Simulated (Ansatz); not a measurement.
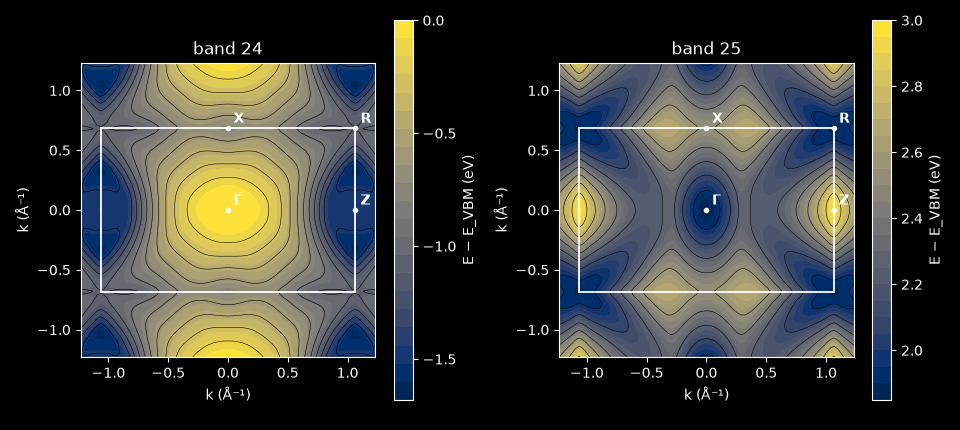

Two bands of TiO2 in space group P4_2/mnm over the plane through Γ, Z and R: the highest mostly filled and the lowest mostly empty one.

The calculation used Ansatz, DFT PBEsol, scalar-relativistic, plane waves, PAW; levels and slopes on a dense k mesh at the converged density. No spin polarisation. The levels come from a k mesh of 20×20×30 points. The geometry was not relaxed.

Give both levels and their distance at the named points.

Answer.
```
point  lower band (eV)  upper band (eV)  distance (eV)
    Γ             0.00             1.86           1.86
    Z            −1.44             2.98           4.42
    R            −1.04             1.89           2.94
    X            −0.76             2.54           3.30
```

Where are the band edges of the whole zone?

Answer. The valence band has one maximum at Γ, principal masses 2.54, 2.54 and 4.23 mₑ; the conduction band has one minimum at Γ, principal masses 0.55, 1.12 and 1.12 mₑ. The gap is direct, 1.86 eV at this level of theory, which underestimates gaps and can reorder valleys that lie close. Another valley lies within 0.05 eV of an edge, so the kind of gap can change with the cell or the functional.
